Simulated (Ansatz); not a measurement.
## Energy of Fe along a strain of the cell

System: Fe (2 atoms in the cell).
Method: DFT, PBE, all-electron LAPW, scalar-relativistic, no spin polarisation (Ansatz 0.2.0).

The 6 runs differ only in the geometry, by a strain of the cell at fixed fractional positions. Against run 4, the strain is εzz = η. The structure derives from a Materials Project entry.

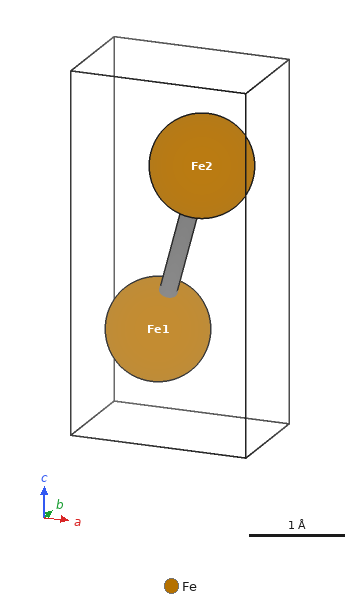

Figure 1. The structure of run 4 (ball-and-stick view of the cell of the calculation, seen slightly off an axis; atoms are numbered from 1 in the order of the input).

## Input of run 4
```yaml
crystal:
  lattice:
    - [2.4341575853, 0.0, 0.0]
    - [-1.2170787927, 2.1080423057, 0.0]
    - [0.0, 0.0, 3.8803538147]
  atoms:
    - { symbol: Fe, position: [0.3333333333, 0.6666666667, 0.25] }
    - { symbol: Fe, position: [0.6666666667, 0.3333333333, 0.75] }
kpoints:
  mp_grid: { grid: [17, 17, 10] }
  band_path:
    path:
      - [0.0, 0.0, 0.0]
      - [0.5, 0.0, 0.0]
      - [0.3333333333, 0.3333333333, 0.0]
      - [0.0, 0.0, 0.0]
      - [0.0, 0.0, 0.5]
      - [0.5, 0.0, 0.5]
      - [0.3333333333, 0.3333333333, 0.5]
      - [0.0, 0.0, 0.5]
      - [0.5, 0.0, 0.5]
    npoints: 5
scf:
  occupations: { method: fermi_dirac, width: 0.08 }
hamiltonian:
  xc: pbe
  pseudopotentials: { kind: all_electron, lapw: { basis_error: 0.00025 } }
output:
  forces: true
  stress: true
  eigenvalues: true
```

Command:
```bash
ansatz run input.yaml --threads 1 --pin off --max-ram 3072MiB --backend cpu --events-out ev --progress --plain --runs-dir out
```

Run 3 differs from it as follows:
```diff
-    - [0.0, 0.0, 3.8803538147]
+    - [0.0, 0.0, 3.8035151253]
```

## Results, with one run withheld

| run | strain parameter η (%) | free energy per atom, from the lowest run given (meV) | pressure (GPa) |
| --- | --- | --- | --- |
| 1 | −3.9604 | 48.34 | 22.48 |
| 2 | −2.9703 | 29.57 | 18.30 |
| 3 | −1.9802 | ? | ? |
| 4 | 0.0000 | 1.17 | 7.46 |
| 5 | 0.9901 | 0.00 | 4.35 |
| 6 | 1.9802 | 2.51 | 1.47 |

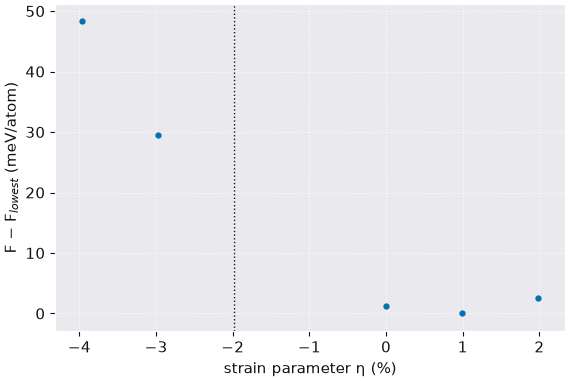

Figure 2. Free energy per atom of the runs given; the dotted line marks run 3.

What should run 3 give?

A cubic polynomial in the coordinate, fitted to the 5 runs given, misses them by at most 0.01 meV per atom. With x = η + 0.7921, it reads F = 4.9274 − 6.4126 x + 2.1394 x² − 0.050897 x³ (meV per atom). At run 3 it gives 15.65 meV per atom, and the run itself gives 15.65. The fit has its minimum at η = 0.7967 %.

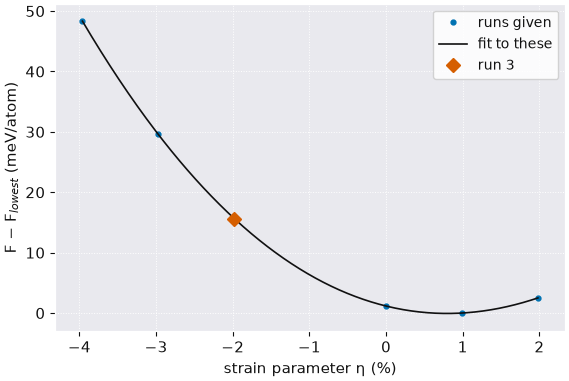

Figure 3. The fit and the withheld run.

## Output, shortened to warnings, some set-up lines, iterations and results (run 3)
```
Basis set: ecut = 396.9284973164731 eV, 325 PW (Γ), exchange–correlation at level 2
Symmetry: 24 space group operations
k-points: 198 of 2890
Initial density: superposition of atomic densities (chi_scale 0.1, normalization cell)
[...]
SCF iter   1: F=—  HF=-69268.451744 eV  |F-HF|=—  |Δ(HF+E_count)|=         —  Δρ=2.98e-2  dr2=6.70e-2  ethr=2.08e-4  ⟨swp⟩=3.2  Hψ=56086  notcnv=0
SCF iter   2: F=—  HF=-69268.354205 eV  |F-HF|=—  |Δ(HF+E_count)|=   9.75e-2  Δρ=1.69e-2  dr2=3.17e-2  ethr=2.08e-4  ⟨swp⟩=3.0  Hψ=15904  notcnv=0
SCF iter   3: F=—  HF=-69268.032585 eV  |F-HF|=—  |Δ(HF+E_count)|=   3.22e-1  Δρ=6.07e-3  dr2=4.34e-3  ethr=9.91e-5  ⟨swp⟩=3.0  Hψ=15037  notcnv=0
SCF iter   4: F=—  HF=-69268.031861 eV  |F-HF|=—  |Δ(HF+E_count)|=   7.24e-4  Δρ=3.87e-4  dr2=1.06e-5  ethr=3.36e-8  ⟨swp⟩=2.8  Hψ=22655  notcnv=0
SCF iter   5: F=—  HF=-69268.031845 eV  |F-HF|=—  |Δ(HF+E_count)|=   1.62e-5  Δρ=1.09e-4  dr2=9.50e-7  ethr=3.31e-8  ⟨swp⟩=2.1  Hψ=12765  notcnv=0
SCF iter   6: F=-69268.031845 eV  HF=-69268.031846 eV  |F-HF|=7.47e-9  |Δ(HF+E_count)|=   8.36e-7  Δρ=6.05e-6  dr2=3.11e-9  ethr=2.97e-9  ⟨swp⟩=2.0  Hψ=12750  notcnv=0
SCF 1 converged in 6 iterations: F = -69268.031845 eV  dr2 = 3.11e-9
NSCF: frozen V_eff on 41 k-points
SCF converged after 6 iterations
Free energy (F): -69268.031845 eV
Harris-Foulkes:  -69268.031846 eV  (|F-HF|=7.47e-9)
Internal energy: -69267.980226 eV  (E = F + TS)
E sigma→0 (E₀):  -69268.006036 eV
Entropy (-TS):   -0.051620 eV (-25.810 meV/atom)
Fermi energy:    22.359513 eV
--- Per-component energies (eV) ---
  E_band       = -315.639004
  E_kinetic    = 70226.724408
  E_xc         = -3044.866930
  E_electrostatic = -136449.837704  (all electrons and nuclei)
  E_smearing   = -0.051620  (= −TS)
  E_closure    = 0.000000  (closes the sum)
  E_atoms      = -69250.009230  (free atoms, spherical and without spin; not in F)
  Σ components = -69268.031845   (vs F -69268.031845, Δ=0.00e0)
  Basis errors (estimates in eV, not in F): energy 5.9e-5 per atom: plane waves 5.1e-5 (2.6e-5 summed), levels above the bands 8.7e-93, relativity 5.5e-9, radial functions 8.4e-6, core shells 1.8e-8; eigenvalues (radial functions only) 3.4e-7; not estimated: angular momenta, meshes, grids; target …
--- Forces (eV/Å), atoms counted from 1 ---
  atom   1  Fe     0.00000000     0.00000000     0.00000000
  atom   2  Fe     0.00000000     0.00000000     0.00000000
  max |Σ_I F_I| component: 4.63e-18 eV/Å
--- Stress (GPa, compression-positive) ---
       12.206304       0.000000       0.000000
        0.000000      12.206304       0.000000
        0.000000       0.000000      18.831882
  P = ⅓ Tr σ = 14.4148 GPa (144.148 kbar)
```

Notes: The run has no spin polarisation, so a magnetic state may lie lower.
